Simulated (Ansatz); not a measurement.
## Phonon calculation of Li (part 2 of 2)

The same run, continued: Li (Fm-3m, 1 atom in the cell); DFT, PBEsol, all-electron LAPW, scalar-relativistic; harmonic phonons by finite displacements, no spin polarisation (Ansatz 0.2.0); 20×20×20 k-mesh, Fermi–Dirac smearing of 0.05 eV. The structure derives from an entry of the Crystallography Open Database.

Geometry of the input (Å; fractional positions):
```
0.0000  2.1593  2.1593
2.1593  0.0000  2.1593
2.1593  2.1593  0.0000
Li 0.0000  0.0000  0.0000
```

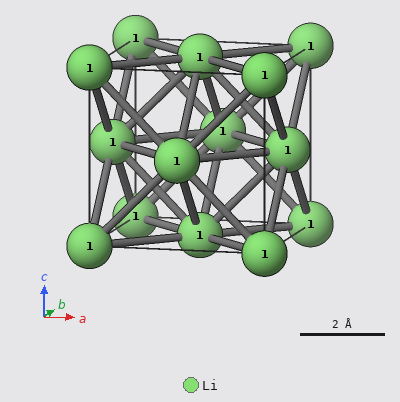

Figure 1. The structure as given in the input (ball-and-stick view of the cell 4 times as large as that of the calculation, set on its symmetry axes, seen slightly off an axis; atoms are numbered from 1 in the order of the input).

The program's output, continued:
```
SCF iter   1: F=—  HF=-812.012908 eV  |F-HF|=—  |Δ(HF+E_count)|=         —  Δρ=1.48e-4  dr2=2.51e-4  ethr=2.09e-6  ⟨swp⟩=5.8  Hψ=104771  notcnv=0
preconditioner: auto → none  [metal: Δε(μ)=0.061 eV  Ē_g=10.554 eV  σ=0.050 eV  W_gap=0.28  n_scr=4 (ndim 8)  ℏωp=8.3 eV  f_vac=0.000  D(μ)=1.79/eV (n_scr^D=4)]
SCF iter   2: F=—  HF=-812.013090 eV  |F-HF|=—  |Δ(HF+E_count)|=   1.82e-4  Δρ=3.65e-4  dr2=1.81e-3  ethr=2.09e-6  ⟨swp⟩=2.0  Hψ=29480  notcnv=0  recentre
iter 3 solved again at ethr=3.41e-8 eV; its pass at ethr=2.09e-6 eV (dr2=4.09e-6 eV) is discarded
SCF iter   3: F=—  HF=-812.012877 eV  |F-HF|=—  |Δ(HF+E_count)|=   2.13e-4  Δρ=2.69e-5  dr2=4.09e-6  ethr=3.41e-8  ⟨swp⟩=2.0  Hψ=48286  notcnv=0
SCF iter   4: F=—  HF=-812.012876 eV  |F-HF|=—  |Δ(HF+E_count)|=   7.91e-7  Δρ=2.60e-6  dr2=1.22e-8  ethr=3.41e-8  ⟨swp⟩=2.0  Hψ=29453  notcnv=0
SCF iter   5: F=—  HF=-812.012876 eV  |F-HF|=—  |Δ(HF+E_count)|=   9.43e-9  Δρ=2.58e-6  dr2=8.02e-8  ethr=1.02e-10  ⟨swp⟩=2.0  Hψ=29453  notcnv=0
SCF iter   6: F=—  HF=-812.012876 eV  |F-HF|=—  |Δ(HF+E_count)|=   5.23e-9  Δρ=1.71e-6  dr2=3.46e-8  ethr=1.02e-10  ⟨swp⟩=2.0  Hψ=29453  notcnv=0
SCF iter   7: F=—  HF=-812.012876 eV  |F-HF|=—  |Δ(HF+E_count)|=   3.32e-9  Δρ=6.83e-7  dr2=5.46e-9  ethr=1.02e-10  ⟨swp⟩=2.0  Hψ=29453  notcnv=0
SCF iter   8: F=-812.012876 eV  HF=-812.012876 eV  |F-HF|=1.93e-10  |Δ(HF+E_count)|=  6.00e-10  Δρ=1.38e-7  dr2=2.16e-10  ethr=4.55e-11  ⟨swp⟩=2.0  Hψ=29453  notcnv=0
SCF 10 converged in 8 iterations: F = -812.012876 eV  dr2 = 2.16e-10
Basis set: ecut = 84.44956569620678 eV, 131 PW (Γ), FFT grids on a1, a2, 2a1−a2+a3, exchange–correlation at level 2
k-points: 183 of 2000
iter 1 solved again at ethr=2.29e-5 eV; its pass at ethr=1.00e-1 eV (dr2=2.75e-3 eV) is discarded
SCF iter   1: F=—  HF=-812.017728 eV  |F-HF|=—  |Δ(HF+E_count)|=         —  Δρ=1.82e-3  dr2=2.75e-3  ethr=2.29e-5  ⟨swp⟩=4.6  Hψ=31376  notcnv=0
preconditioner: auto → Kerker (q_TF=auto, 1.986 Å⁻¹)  [metal: Δε(μ)=0.063 eV  Ē_g=10.560 eV  σ=0.050 eV  W_gap=0.29  n_scr=10 (ndim 8)  ℏωp=8.3 eV  f_vac=0.000  D(μ)=1.80/eV (n_scr^D=10)]
SCF iter   2: F=—  HF=-812.013717 eV  |F-HF|=—  |Δ(HF+E_count)|=   4.01e-3  Δρ=1.15e-3  dr2=1.20e-3  ethr=2.29e-5  ⟨swp⟩=2.0  Hψ=10151  notcnv=0  defer=1
iter 3 solved again at ethr=9.42e-7 eV; its pass at ethr=1.00e-5 eV (dr2=1.13e-4 eV) is discarded
SCF iter   3: F=—  HF=-812.012889 eV  |F-HF|=—  |Δ(HF+E_count)|=   8.28e-4  Δρ=3.21e-4  dr2=1.13e-4  ethr=9.42e-7  ⟨swp⟩=2.0  Hψ=16640  notcnv=0
SCF iter   4: F=—  HF=-812.012920 eV  |F-HF|=—  |Δ(HF+E_count)|=   3.09e-5  Δρ=7.31e-5  dr2=6.09e-6  ethr=9.41e-7  ⟨swp⟩=2.0  Hψ=10149  notcnv=0
SCF iter   5: F=—  HF=-812.012922 eV  |F-HF|=—  |Δ(HF+E_count)|=   1.80e-6  Δρ=4.34e-6  dr2=8.32e-9  ethr=5.07e-8  ⟨swp⟩=2.0  Hψ=10149  notcnv=0
SCF iter   6: F=-812.012922 eV  HF=-812.012922 eV  |F-HF|=7.64e-11  |Δ(HF+E_count)|=   3.36e-9  Δρ=5.99e-7  dr2=1.56e-10  ethr=6.93e-11  ⟨swp⟩=2.3  Hψ=10240  notcnv=0
SCF 11 converged in 6 iterations: F = -812.012922 eV  dr2 = 1.56e-10
k-points: 308 of 2000 (time reversal used)
iter 1 solved again at ethr=2.26e-7 eV; its pass at ethr=1.00e-1 eV (dr2=2.72e-5 eV) is discarded
SCF iter   1: F=—  HF=-812.012850 eV  |F-HF|=—  |Δ(HF+E_count)|=         —  Δρ=9.94e-5  dr2=2.69e-5  ethr=2.26e-7  ⟨swp⟩=7.2  Hψ=63858  notcnv=0
preconditioner: auto → Kerker (q_TF=auto, 1.986 Å⁻¹)  [metal: Δε(μ)=0.061 eV  Ē_g=10.555 eV  σ=0.050 eV  W_gap=0.28  n_scr=10 (ndim 8)  ℏωp=8.3 eV  f_vac=0.000  D(μ)=1.79/eV (n_scr^D=10)]
SCF iter   2: F=—  HF=-812.012846 eV  |F-HF|=—  |Δ(HF+E_count)|=   4.48e-6  Δρ=6.83e-5  dr2=1.27e-5  ethr=2.24e-7  ⟨swp⟩=2.0  Hψ=17082  notcnv=0
iter 3 solved again at ethr=2.37e-9 eV; its pass at ethr=1.06e-7 eV (dr2=2.84e-7 eV) is discarded
SCF iter   3: F=—  HF=-812.012842 eV  |F-HF|=—  |Δ(HF+E_count)|=   3.84e-6  Δρ=1.03e-5  dr2=2.84e-7  ethr=2.37e-9  ⟨swp⟩=2.0  Hψ=28004  notcnv=0
SCF iter   4: F=-812.012842 eV  HF=-812.012842 eV  |F-HF|=5.73e-11  |Δ(HF+E_count)|=   7.69e-8  Δρ=4.81e-7  dr2=1.88e-10  ethr=2.37e-9  ⟨swp⟩=2.0  Hψ=17082  notcnv=0
SCF 12 converged in 4 iterations: F = -812.012842 eV  dr2 = 1.88e-10
Symmetry: 8 space group operations
k-points: 183 of 2000 (time reversal used)
iter 1 solved again at ethr=4.96e-7 eV; its pass at ethr=1.00e-1 eV (dr2=5.95e-5 eV) is discarded
SCF iter   1: F=—  HF=-812.012870 eV  |F-HF|=—  |Δ(HF+E_count)|=         —  Δρ=1.36e-4  dr2=5.93e-5  ethr=4.96e-7  ⟨swp⟩=6.7  Hψ=36497  notcnv=0
preconditioner: auto → Kerker (q_TF=auto, 1.986 Å⁻¹)  [metal: Δε(μ)=0.062 eV  Ē_g=10.555 eV  σ=0.050 eV  W_gap=0.28  n_scr=10 (ndim 8)  ℏωp=8.3 eV  f_vac=0.000  D(μ)=1.79/eV (n_scr^D=10)]
SCF iter   2: F=—  HF=-812.012860 eV  |F-HF|=—  |Δ(HF+E_count)|=   1.01e-5  Δρ=9.25e-5  dr2=2.73e-5  ethr=4.94e-7  ⟨swp⟩=2.0  Hψ=10150  notcnv=0
iter 3 solved again at ethr=4.02e-9 eV; its pass at ethr=2.28e-7 eV (dr2=4.82e-7 eV) is discarded
SCF iter   3: F=—  HF=-812.012852 eV  |F-HF|=—  |Δ(HF+E_count)|=   8.34e-6  Δρ=1.24e-5  dr2=4.82e-7  ethr=4.02e-9  ⟨swp⟩=2.0  Hψ=16640  notcnv=0
SCF iter   4: F=-812.012851 eV  HF=-812.012851 eV  |F-HF|=7.56e-11  |Δ(HF+E_count)|=   1.36e-7  Δρ=5.06e-7  dr2=1.77e-10  ethr=4.02e-9  ⟨swp⟩=2.0  Hψ=10150  notcnv=0
SCF 13 converged in 4 iterations: F = -812.012851 eV  dr2 = 1.77e-10
SCF converged after 5 iterations
Free energy (F): -812.012922 eV
Harris-Foulkes:  -812.012922 eV  (|F-HF|=2.55e-10)
Internal energy: -811.997781 eV  (E = F + TS)
E sigma→0 (E₀):  -812.005352 eV
Entropy (-TS):   -0.015140 eV (-3.785 meV/atom)
Fermi energy:    0.935010 eV
--- Per-component energies (eV) ---
  E_band       = -361.833133
  E_kinetic    = 804.591240
  E_xc         = -195.500267
  E_electrostatic = -1421.088754  (all electrons and nuclei)
  E_smearing   = -0.015140  (= −TS)
  E_closure    = 0.000000  (closes the sum)
  E_atoms      = -804.130755  (free atoms, spherical and without spin; not in F)
  Σ components = -812.012922   (vs F -812.012922, Δ=0.00e0)
  Basis errors (estimates in eV, not in F): energy 1.7e-4 per atom: plane waves 1.7e-4 (8.7e-5 summed), levels above the bands 3.1e-134, relativity 2.2e-9, radial functions 9.8e-7, core shells 0.0e0; eigenvalues (radial functions only) 1.6e-4; not estimated: angular momenta, meshes, grids; target (lapw.basis_error) 5.0e-4; muffin-tin radii Li 1.481 Å
--- Forces (eV/Å), atoms counted from 1 ---
  atom   1  Li     0.00000000    -0.00000000     0.00000000
  atom   2  Li     0.00000000    -0.00000000    -0.00000000
  atom   3  Li     0.00000000    -0.00000000     0.00000000
  atom   4  Li     0.00000000    -0.00000000     0.00000000
  max |Σ_I F_I| component: 3.33e-26 eV/Å
--- Band table (eV; the first three rows and the last of 531) ---
  k-point 0: bands = ["-45.0174", "-44.9979", "-44.9948", "-44.9948", "-2.6444", "0.9091", "1.4303", "1.4303", "3.8680", "5.3154", "5.3154", "9.4440", "9.4440", "10.8127", "10.8127", "13.6668", "13.6668", "15.0095", "15.0095", "15.4122", "15.4122", "15.4122", "17.5633", "17.5633"]
  k-point 1: bands = ["-45.0157", "-44.9990", "-44.9972", "-44.9930", "-2.4802", "-0.0031", "1.0869", "2.7867", "3.9725", "4.0994", "7.0637", "8.0033", "10.8285", "11.2046", "11.6021", "12.3921", "13.0375", "14.0321", "14.5374", "15.0252", "15.1751", "15.3951", "16.0026", "17.7186"]
  k-point 2: bands = ["-45.0111", "-45.0049", "-44.9954", "-44.9936", "-1.9856", "-1.1580", "1.6065", "2.4047", "4.2444", "4.3571", "8.0018", "9.1627", "9.8792", "11.2446", "11.5617", "11.9963", "12.0261", "13.1534", "14.0665", "15.1847", "15.4068", "15.4220", "15.6159", "16.8198"]
  k-point 530: bands = ["-44.9973", "-44.9966", "-44.9930", "-44.9923", "0.8237", "1.2426", "1.7871", "2.3754", "4.0208", "4.6200", "5.8316", "6.7041", "7.5942", "8.2030", "9.7156", "9.7769", "11.8969", "11.9216", "12.3357", "12.4762", "13.5444", "14.2957", "15.7381", "15.8161"]
--- Phonons: 8 displaced members + 5 references (amplitude of the first 0.01 Å, Σ member SCF iterations 42) ---
  ASR residual: 1.141e-5 → 0.000e0 eV/Å²; symmetrization residual: 8.721e-5 eV/Å²
  largest component of a force at the reference: 1.1e-26 eV/Å
  ASR residual per site (eV/Å²): 1.14e-5
  Γ frequencies (cm⁻¹): 0.00 0.00 0.00
--- Phonons (by wavevector): 8 wavevectors in 5 supercells ---
  supercell 1 (4 cells, vectors [1, 0, 0], [0, 2, -1], [0, -4, 4] in multiples of the cell's): 2 displaced members by 0.01 Å; free energy -812.012922 eV; taken off its force constants: by the sum rule 1.1e-5, by the symmetrisation 8.7e-5 eV/Å²
  symmetry images taken by strict's conditions (phonons.symmetry_images: auto; settled by no image being taken that strict refuses)
  supercell 2 (4 cells, vectors [1, 0, 0], [-1, 1, 1], [0, 0, 4] in multiples of the cell's): 2 displaced members by 0.01 Å; free energy -812.012922 eV; taken off its force constants: by the sum rule 7.9e-6, by the symmetrisation 4.4e-16 eV/Å²; Γ matrix within 1.9e-17 eV/Å² of supercell 1's
  symmetry images taken by strict's conditions (phonons.symmetry_images: auto; settled by no image being taken that strict refuses)
  supercell 3 (4 cells, vectors [1, 0, 0], [0, 1, 0], [0, 0, 4] in multiples of the cell's): 1 displaced member by 0.01 Å; free energy -812.012922 eV; taken off its force constants: by the sum rule 3.2e-6, by the symmetrisation 2.2e-16 eV/Å²; Γ matrix within 8.2e-33 eV/Å² of supercell 1's
  symmetry images taken by strict's conditions (phonons.symmetry_images: auto; settled by no image being taken that strict refuses)
  supercell 4 (4 cells, vectors [1, 0, 0], [0, 1, -1], [0, 0, 4] in multiples of the cell's): 1 displaced member by 0.01 Å; free energy -812.012922 eV; taken off its force constants: by the sum rule 1.1e-6, by the symmetrisation 2.2e-16 eV/Å²; Γ matrix within 9.3e-17 eV/Å² of supercell 1's
  symmetry images taken by strict's conditions (phonons.symmetry_images: auto; settled by no image being taken that strict refuses)
  supercell 5 (4 cells, vectors [0, 1, -2], [-1, 1, 1], [0, 0, 4] in multiples of the cell's): 2 displaced members by 0.01 Å; free energy -812.012922 eV; taken off its force constants: by the sum rule 4.4e-6, by the symmetrisation 4.4e-16 eV/Å²; Γ matrix within 9.3e-17 eV/Å² of supercell 1's
  symmetry images taken by strict's conditions (phonons.symmetry_images: auto; settled by no image being taken that strict refuses)
  q = [0.0000, 0.0000, 0.0000] (star 1, supercell 1; hermiticity 0.00e0, symmetrization 2.01e-17): -0.00 -0.00 -0.00
  q = [0.0000, 0.0000, 0.2500] (star 8, supercell 3; hermiticity 0.00e0, symmetrization 7.67e-16): 86.41 86.41 232.93
  q = [0.0000, 0.0000, -0.5000] (star 4, supercell 1; hermiticity 2.48e-16, symmetrization 1.95e-5): 127.60 127.60 318.52
  q = [0.0000, 0.2500, 0.2500] (star 6, supercell 4; hermiticity 1.01e-51, symmetrization 1.68e-16): 162.21 162.21 207.99
  q = [0.0000, 0.2500, -0.5000] (star 24, supercell 1; hermiticity 4.02e-16, symmetrization 1.61e-16): 184.66 244.32 312.11
  q = [0.0000, 0.2500, -0.2500] (star 12, supercell 2; hermiticity 5.50e-17, symmetrization 2.69e-16): 127.66 263.08 272.91
  q = [0.0000, -0.5000, -0.5000] (star 3, supercell 2; hermiticity 4.23e-16, symmetrization 6.59e-6): 241.86 241.86 347.52
  q = [0.2500, -0.5000, -0.2500] (star 6, supercell 5; hermiticity 1.39e-16, symmetrization 2.78e-16): 222.70 309.58 309.58
  joined force constants: q→R imaginary residual 0.00e0
  density of states and harmonic sums: on the 28×28×28 q-mesh, interpolated from the force constants of a 4×4×4 supercell (no non-analytic term)
  largest difference from the sums on the solved wave vectors: F 8.80e-3 eV, S 1.25e-5 and C_V 3.70e-6 eV/K
  zero-point energy: 0.040912 eV/cell   skipped modes (ω ≤ 0): 8, of them read as no rigid motion or as one in doubt: 5 (3.827e-3 modes/cell left out, lowest -21.64 cm⁻¹)   left out of the sums: 1.32e-3 of the cell's modes: C_V's classical limit lies that fraction below 3 k_B per atom; for a crystal, a wire or a layer, F and S can be off by more, and a phonons.interpolated_qmesh denser along its periods is the remedy for the sampling
```

File phthermo.tsv:
```
# format = ansatz-phthermo/1
# interpolated_qmesh = 28 28 28
# force_constants_supercell = 4 4 4
# non_analytic_term = not included (the non-analytic LO-TO correction is not applied to the interpolated dynamical matrix; polar crystals: no LO-TO splitting at GAMMA, and LO and other optical branches, acoustic branches and sound speeds, and with them the density of states and the thermodynamics, can be off between the wave vectors that the force constants were sampled on, most near GAMMA; a larger extent of the force constants narrows that region and is not shown to mend the acoustic slopes)
# zero_point_energy_ev = 4.0912067205e-2
# n_skipped_modes = 8
# share_of_modes_left_out = 1.3210641399e-3
# vibrations_at_or_below_zero_n_entries = 5
# vibrations_at_or_below_zero_modes_per_cell = 3.8265306122e-3
# vibrations_at_or_below_zero_lowest_omega_inv_cm = -21.644
# rigid_motions_known_by = geometry
# t_k	f_vib_ev	s_ev_per_k	c_v_ev_per_k
0.0000	4.0912067205e-2	0.0000000000e0	0.0000000000e0
100.0000	3.8716601350e-2	6.8177370379e-5	1.2356347286e-4
200.0000	2.5837610449e-2	1.8561697465e-4	2.0771161200e-4
300.0000	2.5590741630e-3	2.7561599165e-4	2.3355911793e-4
400.0000	-2.8582475622e-2	3.4441060888e-4	2.4384560432e-4
500.0000	-6.5866970722e-2	3.9942052029e-4	2.4885512102e-4
600.0000	-1.0815613985e-1	4.4506125531e-4	2.5164590100e-4
700.0000	-1.5465654041e-1	4.8399072964e-4	2.5335299061e-4
800.0000	-2.0478751502e-1	5.1789917709e-4	2.5447091674e-4
900.0000	-2.5810711063e-1	5.4791868534e-4	2.5524194038e-4
1000.0000	-3.1426825753e-1	5.7484128959e-4	2.5579574933e-4
```

Summary:

```csv
quantity,value
outcome,converged
space group (tolerance 0.01 Å),Fm-3m (225)
electrons in bands (core shells apart),12
free energy,−812.0129 eV
Fermi energy,0.935 eV
largest force (length of the vector),under 0.001 eV/Å
wall time,5.7 min (CPU time 11 min)
peak memory,1.5 GiB
```
